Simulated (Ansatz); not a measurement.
Run report: C, single-point calculation (part 2 of 3)

The same run, continued: C (slab, 20 atoms in the cell); DFT, PBEsol, plane waves, PAW, no spin polarisation (Ansatz 0.2.0); cutoff 420 eV, 14×3×1 k-mesh, Gaussian smearing of 0.1 eV. The structure derives from an entry of the Crystallography Open Database.

Geometry of the input (Å; fractional positions):
```
2.4589  0.0000  0.0000
-1.2295  11.1573  0.0000
0.0000  0.0000  24.6876
C  0.9233  0.8465  0.3038
C  0.5868  0.1737  0.3232
C  0.4253  0.8506  0.3325
C  0.0889  0.1777  0.3519
C  0.4293  0.8587  0.3899
C  0.0929  0.1858  0.4093
C  0.9314  0.8628  0.4186
C  0.5949  0.1899  0.4380
C  0.9354  0.8708  0.4760
C  0.5990  0.1980  0.4953
C  0.4375  0.8749  0.5047
C  0.1010  0.2020  0.5240
C  0.4415  0.8830  0.5620
C  0.1050  0.2101  0.5814
C  0.9435  0.8870  0.5907
C  0.6071  0.2142  0.6101
C  0.9476  0.8951  0.6481
C  0.6111  0.2222  0.6675
C  0.4496  0.8992  0.6768
C  0.1132  0.2263  0.6962
```

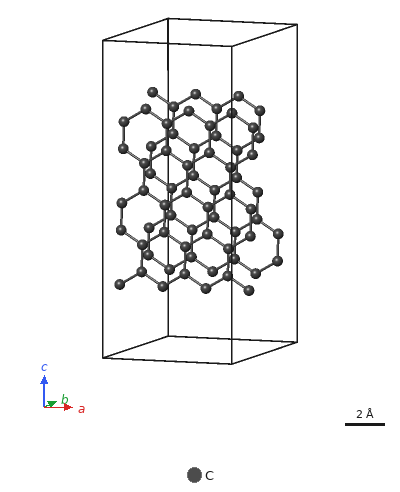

Fig. 1: The structure as given in the input (ball-and-stick view of the 3 repeat of the cell, with the vacuum cut short, seen slightly off an axis). An atom can appear more than once, as a periodic image.

Log, continued
```
SCF iter   1: F=—  HF=-4919.993397 eV  |F-HF|=—  |Δ(HF+E_count)|=         —  Δρ=1.41e-2  dr2=1.19e0  ethr=1.77e-3  p=0.000 e·Å  D=2.16e-12 V/Å  ΔV_dip=-0.00 eV  dr2_dipole=2.45e-8  V_vac-E_F(+/−)=7.04/7.04 eV  ⟨swp⟩=14.2  Hψ=9725  notcnv=0  defer=166
efield: sawtooth ramp at fractional position 0.9800 (placed from the atoms, in the widest stretch of the axis that holds none; the zero of the levels goes with the place), width 0.0400; the density the first Hamiltonian is built on has a dipole p = 0.000 e·Å; the dipole correction subtracts the counter field D = 2.16e-12 V/Å, which shifts the + side's vacuum level by -0.00 eV against the − side's; the planar-averaged density in the ramp window peaks in size at 9.1e-5 e/Å³
SCF iter   2: F=—  HF=-4919.822415 eV  |F-HF|=—  |Δ(HF+E_count)|=   1.71e-1  Δρ=1.19e-2  dr2=2.66e0  ethr=1.48e-3  p=0.000 e·Å  D=5.00e-9 V/Å  ΔV_dip=-0.00 eV  dr2_dipole=3.78e-7  V_vac-E_F(+/−)=6.83/6.83 eV  ⟨swp⟩=2.0  Hψ=1620  notcnv=0  defer=190  κ⁻¹=1.0e0(r=1)
SCF iter   3: F=—  HF=-4919.824479 eV  |F-HF|=—  |Δ(HF+E_count)|=   2.06e-3  Δρ=1.24e-2  dr2=3.32e0  ethr=1.48e-3  p=0.000 e·Å  D=3.60e-9 V/Å  ΔV_dip=-0.00 eV  dr2_dipole=1.56e-7  V_vac-E_F(+/−)=6.82/6.82 eV  ⟨swp⟩=1.0  Hψ=1021  notcnv=0  defer=190  κ⁻¹=3.4e-2(r=2)
SCF iter   4: F=—  HF=-4919.748828 eV  |F-HF|=—  |Δ(HF+E_count)|=   7.57e-2  Δρ=1.75e-3  dr2=3.60e-2  ethr=1.48e-3  p=0.000 e·Å  D=1.30e-9 V/Å  ΔV_dip=-0.00 eV  dr2_dipole=7.20e-7  V_vac-E_F(+/−)=6.77/6.77 eV  ⟨swp⟩=1.0  Hψ=1021  notcnv=0  defer=190  κ⁻¹=1.3e-3(r=3)
SCF iter   5: F=—  HF=-4919.746575 eV  |F-HF|=—  |Δ(HF+E_count)|=   2.25e-3  Δρ=8.42e-4  dr2=2.68e-2  ethr=4.49e-5  p=0.000 e·Å  D=3.89e-9 V/Å  ΔV_dip=-0.00 eV  dr2_dipole=5.76e-5  V_vac-E_F(+/−)=6.74/6.74 eV  ⟨swp⟩=2.1  Hψ=1604  notcnv=0  defer=277  κ⁻¹=1.6e-4(r=4)
SCF iter   6: F=—  HF=-4919.746929 eV  |F-HF|=—  |Δ(HF+E_count)|=   3.55e-4  Δρ=5.48e-4  dr2=1.95e-2  ethr=3.35e-5  p=-0.000 e·Å  D=-7.91e-9 V/Å  ΔV_dip=0.00 eV  dr2_dipole=5.44e-3  V_vac-E_F(+/−)=6.73/6.73 eV  ⟨swp⟩=1.3  Hψ=1028  notcnv=0  defer=277  κ⁻¹=1.5e-4(r=5)
SCF iter   7: F=—  HF=-4919.746920 eV  |F-HF|=—  |Δ(HF+E_count)|=   9.05e-6  Δρ=2.66e-4  dr2=8.28e-3  ethr=2.43e-5  p=0.000 e·Å  D=7.21e-9 V/Å  ΔV_dip=-0.00 eV  dr2_dipole=4.82e-4  V_vac-E_F(+/−)=6.73/6.73 eV  ⟨swp⟩=1.0  Hψ=1021  notcnv=0  defer=277  κ⁻¹=1.9e-5(r=6)
SCF iter   8: F=—  HF=-4919.747034 eV  |F-HF|=—  |Δ(HF+E_count)|=   1.14e-4  Δρ=4.99e-4  dr2=1.09e-2  ethr=1.04e-5  p=0.000 e·Å  D=1.31e-8 V/Å  ΔV_dip=-0.00 eV  dr2_dipole=5.03e-5  V_vac-E_F(+/−)=6.71/6.71 eV  ⟨swp⟩=1.6  Hψ=1054  notcnv=0  defer=277  κ⁻¹=1.8e-5(r=7)
SCF iter   9: F=—  HF=-4919.746959 eV  |F-HF|=—  |Δ(HF+E_count)|=   7.59e-5  Δρ=5.01e-4  dr2=1.07e-2  ethr=1.04e-5  p=0.000 e·Å  D=1.01e-9 V/Å  ΔV_dip=-0.00 eV  dr2_dipole=1.72e-4  V_vac-E_F(+/−)=6.70/6.70 eV  ⟨swp⟩=1.3  Hψ=1027  notcnv=0  defer=277  κ⁻¹=5.5e-6(r=8)
SCF iter  10: F=—  HF=-4919.746055 eV  |F-HF|=—  |Δ(HF+E_count)|=   9.03e-4  Δρ=1.97e-4  dr2=4.40e-3  ethr=1.04e-5  p=0.000 e·Å  D=1.58e-8 V/Å  ΔV_dip=-0.00 eV  dr2_dipole=9.69e-6  V_vac-E_F(+/−)=6.68/6.68 eV  ⟨swp⟩=1.7  Hψ=1057  notcnv=0  defer=277  κ⁻¹=1.5e-6(r=8)
SCF iter  11: F=—  HF=-4919.746201 eV  |F-HF|=—  |Δ(HF+E_count)|=   1.46e-4  Δρ=4.72e-4  dr2=8.04e-3  ethr=5.50e-6  p=0.000 e·Å  D=3.67e-8 V/Å  ΔV_dip=-0.00 eV  dr2_dipole=1.10e-4  V_vac-E_F(+/−)=6.64/6.65 eV  ⟨swp⟩=1.5  Hψ=1103  notcnv=0  defer=277  κ⁻¹=8.1e-6(r=8)
SCF iter  12: F=—  HF=-4919.746349 eV  |F-HF|=—  |Δ(HF+E_count)|=   1.48e-4  Δρ=1.97e-4  dr2=3.15e-3  ethr=5.50e-6  p=0.000 e·Å  D=6.55e-8 V/Å  ΔV_dip=-0.00 eV  dr2_dipole=1.77e-6  V_vac-E_F(+/−)=6.61/6.61 eV  ⟨swp⟩=1.4  Hψ=1098  notcnv=0  defer=277  κ⁻¹=5.0e-4(r=8)
SCF iter  13: F=—  HF=-4919.745198 eV  |F-HF|=—  |Δ(HF+E_count)|=   1.15e-3  Δρ=1.71e-4  dr2=2.46e-3  ethr=3.93e-6  p=0.000 e·Å  D=1.10e-7 V/Å  ΔV_dip=-0.00 eV  dr2_dipole=2.25e-6  V_vac-E_F(+/−)=6.57/6.57 eV  ⟨swp⟩=2.2  Hψ=1415  notcnv=0  defer=278  κ⁻¹=3.8e-4(r=8)
SCF iter  14: F=—  HF=-4919.744999 eV  |F-HF|=—  |Δ(HF+E_count)|=   1.99e-4  Δρ=1.27e-4  dr2=1.55e-3  ethr=3.08e-6  p=0.000 e·Å  D=1.61e-7 V/Å  ΔV_dip=-0.00 eV  dr2_dipole=4.21e-6  V_vac-E_F(+/−)=6.54/6.54 eV  ⟨swp⟩=1.4  Hψ=1129  notcnv=0  defer=278  κ⁻¹=2.4e-4(r=8)
SCF iter  15: F=—  HF=-4919.745363 eV  |F-HF|=—  |Δ(HF+E_count)|=   3.64e-4  Δρ=1.44e-4  dr2=1.24e-3  ethr=1.93e-6  p=0.000 e·Å  D=2.14e-7 V/Å  ΔV_dip=-0.00 eV  dr2_dipole=1.33e-5  V_vac-E_F(+/−)=6.50/6.50 eV  ⟨swp⟩=1.5  Hψ=1078  notcnv=0  defer=280  κ⁻¹=3.9e-4(r=8)
SCF iter  16: F=—  HF=-4919.745835 eV  |F-HF|=—  |Δ(HF+E_count)|=   4.73e-4  Δρ=1.22e-4  dr2=7.13e-4  ethr=1.55e-6  p=0.000 e·Å  D=2.86e-7 V/Å  ΔV_dip=-0.00 eV  dr2_dipole=7.92e-5  V_vac-E_F(+/−)=6.44/6.44 eV  ⟨swp⟩=1.8  Hψ=1093  notcnv=0  defer=280  κ⁻¹=1.1e-3(r=8)
SCF iter  17: F=—  HF=-4919.746106 eV  |F-HF|=—  |Δ(HF+E_count)|=   2.71e-4  Δρ=1.97e-4  dr2=1.43e-3  ethr=8.92e-7  p=0.000 e·Å  D=2.94e-7 V/Å  ΔV_dip=-0.00 eV  dr2_dipole=3.02e-4  V_vac-E_F(+/−)=6.42/6.42 eV  ⟨swp⟩=1.5  Hψ=1058  notcnv=0  defer=280  κ⁻¹=1.2e-3(r=8)
SCF iter  18: F=—  HF=-4919.746710 eV  |F-HF|=—  |Δ(HF+E_count)|=   6.04e-4  Δρ=7.65e-5  dr2=2.17e-4  ethr=8.92e-7  p=0.000 e·Å  D=2.96e-7 V/Å  ΔV_dip=-0.00 eV  dr2_dipole=1.03e-8  V_vac-E_F(+/−)=6.39/6.39 eV  ⟨swp⟩=1.7  Hψ=1295  notcnv=0  defer=280  κ⁻¹=5.7e-4(r=8)
SCF iter  19: F=—  HF=-4919.747362 eV  |F-HF|=—  |Δ(HF+E_count)|=   6.52e-4  Δρ=6.99e-5  dr2=1.55e-4  ethr=2.72e-7  p=0.000 e·Å  D=2.62e-7 V/Å  ΔV_dip=-0.00 eV  dr2_dipole=1.81e-6  V_vac-E_F(+/−)=6.38/6.38 eV  ⟨swp⟩=2.2  Hψ=1469  notcnv=0  defer=280  κ⁻¹=1.4e-3(r=8)
SCF iter  20: F=—  HF=-4919.747679 eV  |F-HF|=—  |Δ(HF+E_count)|=   3.17e-4  Δρ=8.67e-5  dr2=2.18e-4  ethr=1.94e-7  p=0.000 e·Å  D=2.28e-7 V/Å  ΔV_dip=-0.00 eV  dr2_dipole=1.95e-6  V_vac-E_F(+/−)=6.37/6.37 eV  ⟨swp⟩=1.6  Hψ=1089  notcnv=0  defer=280  κ⁻¹=1.9e-3(r=8)
SCF iter  21: F=—  HF=-4919.747928 eV  |F-HF|=—  |Δ(HF+E_count)|=   2.49e-4  Δρ=3.83e-5  dr2=5.22e-5  ethr=1.94e-7  p=0.000 e·Å  D=2.06e-7 V/Å  ΔV_dip=-0.00 eV  dr2_dipole=1.98e-6  V_vac-E_F(+/−)=6.37/6.37 eV  ⟨swp⟩=1.5  Hψ=1042  notcnv=0  defer=280  κ⁻¹=1.7e-3(r=8)
SCF iter  22: F=—  HF=-4919.748000 eV  |F-HF|=—  |Δ(HF+E_count)|=   7.17e-5  Δρ=2.45e-5  dr2=2.61e-5  ethr=6.52e-8  p=0.000 e·Å  D=1.73e-7 V/Å  ΔV_dip=-0.00 eV  dr2_dipole=8.64e-8  V_vac-E_F(+/−)=6.36/6.36 eV  ⟨swp⟩=2.0  Hψ=1507  notcnv=0  defer=280  κ⁻¹=2.6e-4(r=8)
SCF iter  23: F=—  HF=-4919.748211 eV  |F-HF|=—  |Δ(HF+E_count)|=   2.11e-4  Δρ=1.74e-5  dr2=1.43e-5  ethr=3.27e-8  p=0.000 e·Å  D=1.58e-7 V/Å  ΔV_dip=-0.00 eV  dr2_dipole=6.63e-9  V_vac-E_F(+/−)=6.36/6.36 eV  ⟨swp⟩=2.1  Hψ=1442  notcnv=0  defer=280  κ⁻¹=2.0e-4(r=8)
SCF iter  24: F=—  HF=-4919.748336 eV  |F-HF|=—  |Δ(HF+E_count)|=   1.26e-4  Δρ=1.41e-5  dr2=5.15e-6  ethr=1.78e-8  p=0.000 e·Å  D=1.58e-7 V/Å  ΔV_dip=-0.00 eV  dr2_dipole=6.14e-8  V_vac-E_F(+/−)=6.37/6.37 eV  ⟨swp⟩=2.5  Hψ=1434  notcnv=0  defer=280  κ⁻¹=1.0e-4(r=8)
SCF iter  25: F=—  HF=-4919.748376 eV  |F-HF|=—  |Δ(HF+E_count)|=   4.02e-5  Δρ=6.16e-6  dr2=2.27e-6  ethr=6.44e-9  p=0.000 e·Å  D=1.81e-7 V/Å  ΔV_dip=-0.00 eV  dr2_dipole=2.80e-7  V_vac-E_F(+/−)=6.37/6.37 eV  ⟨swp⟩=2.3  Hψ=1364  notcnv=0  defer=280  κ⁻¹=1.1e-4(r=8)
SCF iter  26: F=—  HF=-4919.748393 eV  |F-HF|=—  |Δ(HF+E_count)|=   1.67e-5  Δρ=6.37e-6  dr2=1.67e-6  ethr=2.84e-9  p=0.000 e·Å  D=2.06e-7 V/Å  ΔV_dip=-0.00 eV  dr2_dipole=8.35e-9  V_vac-E_F(+/−)=6.37/6.37 eV  ⟨swp⟩=1.8  Hψ=1063  notcnv=0  defer=280  κ⁻¹=4.9e-4(r=8)
SCF iter  27: F=—  HF=-4919.748403 eV  |F-HF|=—  |Δ(HF+E_count)|=   9.36e-6  Δρ=6.48e-6  dr2=1.34e-6  ethr=2.08e-9  p=0.000 e·Å  D=2.22e-7 V/Å  ΔV_dip=-0.00 eV  dr2_dipole=1.01e-8  V_vac-E_F(+/−)=6.36/6.37 eV  ⟨swp⟩=1.8  Hψ=1072  notcnv=0  defer=280  κ⁻¹=1.7e-4(r=8)
SCF iter  28: F=—  HF=-4919.748420 eV  |F-HF|=—  |Δ(HF+E_count)|=   1.80e-5  Δρ=4.42e-6  dr2=7.34e-7  ethr=1.68e-9  p=0.000 e·Å  D=2.66e-7 V/Å  ΔV_dip=-0.00 eV  dr2_dipole=9.36e-10  V_vac-E_F(+/−)=6.36/6.36 eV  ⟨swp⟩=2.1  Hψ=1384  notcnv=0  defer=280  κ⁻¹=4.3e-4(r=8)
SCF iter  29: F=—  HF=-4919.748428 eV  |F-HF|=—  |Δ(HF+E_count)|=   7.37e-6  Δρ=1.96e-6  dr2=2.87e-7  ethr=9.18e-10  p=0.000 e·Å  D=2.85e-7 V/Å  ΔV_dip=-0.00 eV  dr2_dipole=6.46e-9  V_vac-E_F(+/−)=6.36/6.36 eV  ⟨swp⟩=1.8  Hψ=1083  notcnv=0  defer=280  κ⁻¹=5.7e-4(r=8)
SCF iter  30: F=—  HF=-4919.748433 eV  |F-HF|=—  |Δ(HF+E_count)|=   5.24e-6  Δρ=1.78e-6  dr2=2.07e-7  ethr=3.58e-10  p=0.000 e·Å  D=2.94e-7 V/Å  ΔV_dip=-0.00 eV  dr2_dipole=1.66e-8  V_vac-E_F(+/−)=6.36/6.36 eV  ⟨swp⟩=2.3  Hψ=1184  notcnv=0  defer=280  κ⁻¹=8.0e-4(r=8)
SCF iter  31: F=—  HF=-4919.748439 eV  |F-HF|=—  |Δ(HF+E_count)|=   5.58e-6  Δρ=1.77e-6  dr2=1.47e-7  ethr=2.58e-10  p=0.000 e·Å  D=2.96e-7 V/Å  ΔV_dip=-0.00 eV  dr2_dipole=7.59e-10  V_vac-E_F(+/−)=6.36/6.36 eV  ⟨swp⟩=2.5  Hψ=1300  notcnv=0  defer=280  κ⁻¹=9.3e-4(r=8)
SCF iter  32: F=—  HF=-4919.748440 eV  |F-HF|=—  |Δ(HF+E_count)|=   1.70e-6  Δρ=1.43e-6  dr2=1.03e-7  ethr=1.84e-10  p=0.000 e·Å  D=2.89e-7 V/Å  ΔV_dip=-0.00 eV  dr2_dipole=2.17e-9  V_vac-E_F(+/−)=6.36/6.36 eV  ⟨swp⟩=2.0  Hψ=1102  notcnv=0  defer=280  κ⁻¹=2.9e-4(r=8)
iter 33 met the thresholds in force, and the SCF goes on: an eigenvalue changes by 27.24 meV, over its tolerance of 10.00 meV (output.eigenvalues, Limitations)
SCF iter  33: F=-4919.748447 eV  HF=-4919.748444 eV  |F-HF|=2.37e-6  |Δ(HF+E_count)|=   3.85e-6  Δρ=9.21e-7  dr2=3.87e-8  ethr=1.25e-10  p=0.000 e·Å  D=2.50e-7 V/Å  ΔV_dip=-0.00 eV  dr2_dipole=8.32e-10  V_vac-E_F(+/−)=6.36/6.36 eV  ⟨swp⟩=27.9  Hψ=9226  notcnv=0  κ⁻¹=7.1e-4(r=8)
iter 34 met the thresholds in force, and the SCF goes on: an eigenvalue changes by 21.46 meV, over its tolerance of 10.00 meV (output.eigenvalues, Limitations)
SCF iter  34: F=-4919.748447 eV  HF=-4919.748445 eV  |F-HF|=1.73e-6  |Δ(HF+E_count)|=   6.39e-7  Δρ=9.89e-7  dr2=3.73e-8  ethr=4.84e-11  p=0.000 e·Å  D=2.29e-7 V/Å  ΔV_dip=-0.00 eV  dr2_dipole=5.45e-11  V_vac-E_F(+/−)=6.36/6.36 eV  ⟨swp⟩=10.6  Hψ=5090  notcnv=0
Mixer restart at iter 34: flushing history
SCF iter  35: F=-4919.748393 eV  HF=-4919.748447 eV  |F-HF|=5.43e-5  |Δ(HF+E_count)|=   2.46e-6  Δρ=4.24e-5  dr2=5.27e-5  ethr=4.67e-11  p=0.000 e·Å  D=5.63e-6 V/Å  ΔV_dip=-0.00 eV  dr2_dipole=5.12e-6  V_vac-E_F(+/−)=6.36/6.36 eV  ⟨swp⟩=3.9  Hψ=2689  notcnv=0  κ⁻¹=1.0e0(r=1)
SCF iter  36: F=-4919.748350 eV  HF=-4919.748447 eV  |F-HF|=9.68e-5  |Δ(HF+E_count)|=   3.20e-7  Δρ=2.99e-5  dr2=6.13e-5  ethr=4.67e-11  p=-0.000 e·Å  D=-1.74e-5 V/Å  ΔV_dip=0.00 eV  dr2_dipole=3.73e-5  V_vac-E_F(+/−)=6.36/6.36 eV  ⟨swp⟩=2.5  Hψ=2006  notcnv=0  κ⁻¹=7.3e-2(r=2)
SCF iter  37: F=-4919.748446 eV  HF=-4919.748447 eV  |F-HF|=1.05e-6  |Δ(HF+E_count)|=   3.78e-7  Δρ=4.23e-6  dr2=7.95e-7  ethr=4.67e-11  p=0.000 e·Å  D=1.54e-6 V/Å  ΔV_dip=-0.00 eV  dr2_dipole=2.87e-7  V_vac-E_F(+/−)=6.36/6.36 eV  ⟨swp⟩=2.0  Hψ=1389  notcnv=0  κ⁻¹=1.6e-4(r=3)
SCF iter  38: F=-4919.748446 eV  HF=-4919.748447 eV  |F-HF|=8.56e-7  |Δ(HF+E_count)|=   6.88e-9  Δρ=5.82e-6  dr2=9.21e-7  ethr=4.67e-11  p=-0.000 e·Å  D=-2.66e-7 V/Å  ΔV_dip=0.00 eV  dr2_dipole=9.81e-10  V_vac-E_F(+/−)=6.36/6.36 eV  ⟨swp⟩=2.0  Hψ=1638  notcnv=0  κ⁻¹=1.0e-4(r=4)
SCF iter  39: F=-4919.748444 eV  HF=-4919.748447 eV  |F-HF|=2.93e-6  |Δ(HF+E_count)|=   3.14e-8  Δρ=1.07e-5  dr2=3.16e-6  ethr=4.67e-11  p=0.000 e·Å  D=4.26e-7 V/Å  ΔV_dip=-0.00 eV  dr2_dipole=1.39e-9  V_vac-E_F(+/−)=6.36/6.36 eV  ⟨swp⟩=2.0  Hψ=1160  notcnv=0  κ⁻¹=3.1e-5(r=5)
SCF iter  40: F=-4919.748447 eV  HF=-4919.748447 eV  |F-HF|=8.00e-9  |Δ(HF+E_count)|=   5.49e-8  Δρ=5.53e-7  dr2=8.84e-9  ethr=4.67e-11  p=0.000 e·Å  D=4.03e-9 V/Å  ΔV_dip=-0.00 eV  dr2_dipole=3.85e-12  V_vac-E_F(+/−)=6.36/6.36 eV  ⟨swp⟩=13.9  Hψ=5883  notcnv=0
SCF 1 converged in 40 iterations: F = -4919.748447 eV  dr2 = 8.84e-9
  greatest PAW one-centre occupation: 0.698 electrons in one spin orbital (limit 2), on the C atom at site 0 (counted from 0), in its partial waves of l = 0
SCF converged after 40 iterations
Stability not checked: this state was not tested for a lower state beside it, because the mixer in use, unlike msr1, does not test its closes by its own steps (another_mixer; see scf.mixing.algorithm and scf.lower_state_search)
an eigenvalue changed by more than its tolerance at an iteration that met the thresholds in force, so the SCF went on 2 times, its first undamped step at iteration 34: the last check found none over its tolerance
Free energy (F): -4919.748447 eV
Harris-Foulkes:  -4919.748447 eV  (|F-HF|=8.00e-9)
Internal energy: -4919.663096 eV  (E = F + TS)
E sigma→0 (E₀):  -4919.705771 eV
Entropy (-TS):   -0.085351 eV (-4.268 meV/atom)
Fermi energy:    -2.752695 eV
Dipole field:    D = 0.000001 V/Å  (p = 0.000005 e·Å, saw-weighted, corrected)
Work function:   Φ+ = 6.3621 eV   Φ− = 6.3622 eV
Levels:          The Fermi level and band energies are counted from a zero that moves with the ramp; work functions are not
```
